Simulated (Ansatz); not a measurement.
## Single-point calculation of CoO (part 3 of 3)

Continued. System: CoO (interface cell, 16 atoms in the cell). Method: DFT PBE, scalar-relativistic, plane waves, PAW, spin-polarised (Ansatz 0.2.0); cutoff 420 eV, 21×21×4 k-mesh, Gaussian smearing of 0.1 eV, collinear spins. The structure derives from an entry of the Crystallography Open Database. It belongs to a series of runs on one base structure; here: antiphase boundary on (0 0 1), species swapped, relaxed, on a denser mesh.

Geometry of the input (Å; fractional positions):
```
3.0040  0.0000  0.0000
0.0000  3.0040  0.0000
0.0000  0.0000  17.7134
Co 0.0000  0.0000  -0.0003
Co 0.5000  0.5000  0.1281
O  0.0000  0.0000  0.1372
O  0.5000  0.5000  0.0207
Co 0.0000  0.0000  0.2469
Co 0.5000  0.5000  0.3753
O  0.0000  0.0000  0.3543
O  0.5000  0.5000  0.2378
O  0.0000  0.0000  0.5207
O  0.5000  0.5000  0.6372
Co 0.0000  0.0000  0.6281
Co 0.5000  0.5000  0.4997
O  0.0000  0.0000  0.7378
O  0.5000  0.5000  0.8543
Co 0.0000  0.0000  0.8753
Co 0.5000  0.5000  0.7469
```

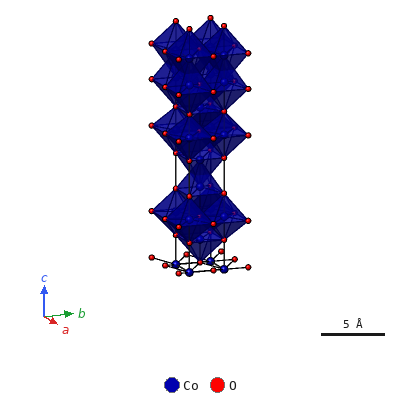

*The input geometry (polyhedral view of the cell of the calculation, seen slightly off an axis; polyhedra are completed across the faces of the cell).*

The program's output, continued:
```
  k-point 1 ↑: bands = ["-83.8264", "-83.8264", "-83.7853", "-83.7852", "-82.6460", "-82.6460", "-82.6432", "-82.6432", "-47.4111", "-47.4111", "-47.1406", "-47.1406", "-46.9935", "-46.9935", "-46.9935", "-46.9935", "-46.9648", "-46.9648", "-46.9648", "-46.9648", "-45.9422", "-45.9422", "-45.9393", "-45.9393", "-45.9393", "-45.9393", "-45.9306", "-45.9306", "-45.9306", "-45.9306", "-45.9211", "-45.9211", "-7.1633", "-7.1437", "-6.4911", "-6.3893", "-6.1374", "-6.0185", "-5.7581", "-5.7224", "6.2828", "6.4548", "6.5565", "6.6292", "7.1278", "7.7366", "8.4680", "8.4680", "8.4767", "8.4767", "8.4784", "8.7186", "8.7186", "8.7765", "8.7765", "8.8873", "8.8873", "8.9498", "8.9498", "8.9617", "9.6035", "9.6160", "9.8366", "9.8854", "9.9454", "9.9825", "10.0412", "10.0412", "10.0593", "10.0599", "10.0618", "10.0618", "10.0852", "10.0852", "10.0904", "10.0904", "10.2144", "10.2154", "10.3206", "10.3553", "10.8223", "10.8323", "10.8780", "10.8789", "11.0889", "11.0894", "11.1469", "11.1469", "11.1672", "11.1672", "11.2801", "11.4171", "12.0395", "12.0395", "12.0582", "12.0582", "12.1268", "12.1268", "12.1521", "12.1521", "12.1599", "12.1920", "12.4692", "12.4778", "13.3979", "13.6079", "16.1918", "16.9548", "18.1681", "19.2048", "20.1451", "20.6389", "20.8020", "20.8884", "25.1766", "25.2822", "25.6166", "25.9710", "26.2026", "26.5195"]
  k-point 2 ↑: bands = ["-83.8264", "-83.8264", "-83.7853", "-83.7853", "-82.6460", "-82.6460", "-82.6432", "-82.6432", "-47.4111", "-47.4111", "-47.1406", "-47.1406", "-46.9935", "-46.9935", "-46.9935", "-46.9935", "-46.9648", "-46.9648", "-46.9648", "-46.9648", "-45.9422", "-45.9422", "-45.9393", "-45.9393", "-45.9393", "-45.9393", "-45.9306", "-45.9306", "-45.9306", "-45.9306", "-45.9211", "-45.9211", "-7.1538", "-7.1538", "-6.4465", "-6.4465", "-6.0734", "-6.0734", "-5.7383", "-5.7383", "6.3773", "6.3773", "6.5512", "6.5512", "7.4314", "7.4314", "8.4722", "8.4722", "8.4722", "8.4722", "8.7430", "8.7430", "8.7430", "8.7430", "8.7438", "8.7438", "8.9231", "8.9231", "8.9231", "8.9231", "9.6096", "9.6096", "9.8714", "9.8714", "9.9635", "9.9635", "10.0513", "10.0513", "10.0513", "10.0513", "10.0596", "10.0596", "10.0881", "10.0881", "10.0881", "10.0881", "10.2149", "10.2149", "10.3385", "10.3385", "10.8274", "10.8274", "10.8784", "10.8784", "11.0891", "11.0891", "11.1570", "11.1570", "11.1570", "11.1570", "11.3455", "11.3455", "12.0476", "12.0476", "12.0476", "12.0476", "12.1406", "12.1406", "12.1406", "12.1406", "12.1829", "12.1829", "12.4710", "12.4710", "13.4936", "13.4936", "16.5218", "16.5218", "18.6885", "18.6885", "20.4568", "20.4568", "20.8368", "20.8368", "25.2187", "25.2187", "25.7772", "25.7772", "26.3247", "26.3247"]
  k-point 197 ↓: bands = ["-81.1876", "-81.1876", "-81.1876", "-81.1876", "-80.9884", "-80.9884", "-80.9443", "-80.9443", "-44.8559", "-44.8559", "-44.8558", "-44.8558", "-44.6770", "-44.6770", "-44.3773", "-44.3773", "-44.3609", "-44.3609", "-44.3609", "-44.3609", "-44.3477", "-44.3477", "-44.3476", "-44.3476", "-44.2306", "-44.2306", "-44.2305", "-44.2305", "-44.1971", "-44.1971", "-44.1971", "-44.1971", "-5.7443", "-5.7443", "-5.7357", "-5.7357", "-5.3502", "-5.3502", "-5.2111", "-5.2111", "6.3176", "6.3176", "6.3283", "6.3283", "7.1180", "7.1180", "7.1553", "7.1553", "7.5507", "7.5507", "7.6184", "7.6184", "7.7786", "7.7786", "7.9484", "7.9484", "8.7858", "8.7858", "9.0085", "9.0085", "9.0389", "9.0389", "9.3097", "9.3097", "11.0868", "11.0868", "11.0870", "11.0870", "11.2896", "11.2896", "12.2637", "12.2637", "12.2680", "12.2680", "12.7621", "12.7621", "12.7638", "12.7638", "12.9956", "12.9956", "13.0702", "13.0702", "13.0711", "13.0711", "13.1376", "13.1376", "13.3743", "13.3743", "13.3994", "13.3994", "13.5952", "13.5952", "13.8337", "13.8337", "13.8479", "13.8479", "13.9476", "13.9476", "14.0307", "14.0307", "14.2505", "14.2505", "14.3111", "14.3111", "17.1857", "17.1857", "20.5168", "20.5168", "21.3786", "21.3786", "21.4606", "21.4606", "22.1068", "22.1068", "22.7017", "22.7017", "23.6381", "23.6381", "23.9078", "23.9078"]
--- Löwdin populations: 16 sites ---
  site symbol       q [e]    m [muB]
     0     Co     16.0620     2.3504
     1     Co     16.0025     1.2049
     2      O      6.8311     0.0511
     3      O      6.8767     0.2119
     4     Co     16.0025     1.2049
     5     Co     16.0620     2.3504
     6      O      6.8767     0.2119
     7      O      6.8311     0.0511
     8      O      6.8767     0.2119
     9      O      6.8311     0.0511
    10     Co     16.0025     1.2049
    11     Co     16.0620     2.3504
    12      O      6.8311     0.0511
    13      O      6.8767     0.2119
    14     Co     16.0620     2.3504
    15     Co     16.0025     1.2049
  spilling = 0.004949 (of n_electrons = 184.000000)
```

Key numbers:

```json
{"quantity": "outcome", "value": "converged"}
{"quantity": "electrons treated", "value": "184"}
{"quantity": "free energy", "value": "−45536.7870 eV"}
{"quantity": "Fermi energy", "value": "13.043 eV"}
{"quantity": "gap on the k-point mesh", "value": "none (metallic)"}
{"quantity": "net moment of the cell", "value": "15.21 μB"}
{"quantity": "integrated absolute moment", "value": "15.65 μB"}
{"quantity": "largest force (length of the vector)", "value": "0.020 eV/Å"}
{"quantity": "hardware", "value": "2 threads of Intel Xeon (Granite Rapids), 32 GiB of memory available, shared host"}
{"quantity": "wall time", "value": "6.4 min (CPU time 13 min)"}
{"quantity": "peak memory", "value": "4 GiB"}
```
